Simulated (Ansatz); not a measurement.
The structure in question:

```cif
data_structure
_symmetry_space_group_name_H-M 'P 1'
_symmetry_Int_Tables_number 1
_cell_length_a 2.5030
_cell_length_b 2.5030
_cell_length_c 4.1050
_cell_angle_alpha 90.000
_cell_angle_beta 90.000
_cell_angle_gamma 120.000
_cell_volume 22.27
loop_
_atom_site_label
_atom_site_type_symbol
_atom_site_fract_x
_atom_site_fract_y
_atom_site_fract_z
_atom_site_occupancy
Cu1 Cu 0.33333 0.66667 0.25000 1
Cu2 Cu 0.66667 0.33333 0.75000 1
```

Q: Interpret the file: composition, symmetry and coordination.

A: The element is copper. Its lattice is primitive hexagonal, its space group P6_3/mmc (No. 194). Among the common structure types it is hexagonal close-packed (Mg type). The cell holds two atoms. Cu is coordinated by twelve Cu in an anticuboctahedral arrangement at 2.50 to 2.51 Å. The bonds build a three-dimensional framework.

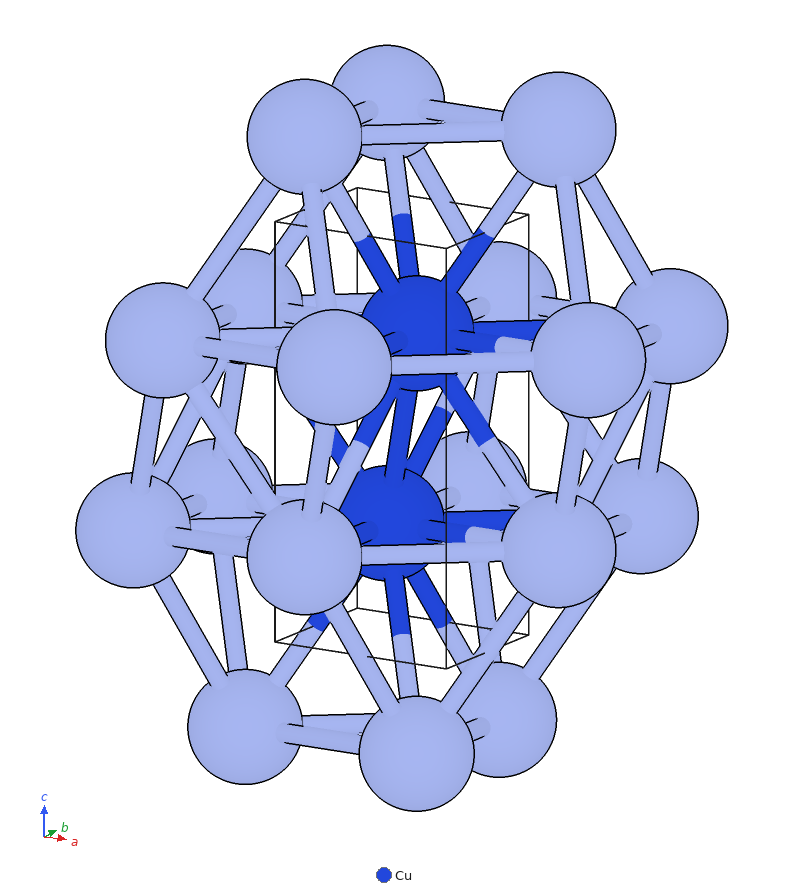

The figure gives a ball-and-stick picture of the atoms, viewed slightly off an axis. The conventional unit cell is drawn as a box. The first bonded neighbours in the surrounding cells are also shown, in fainter colours. Colours: copper blue.

Origin of the cell: a structure listed in the Materials Project. The cell was then strained or its atoms displaced on purpose. The atoms were relaxed in a fixed cell with DFT PBEsol, scalar-relativistic, plane waves, PAW (Ansatz).
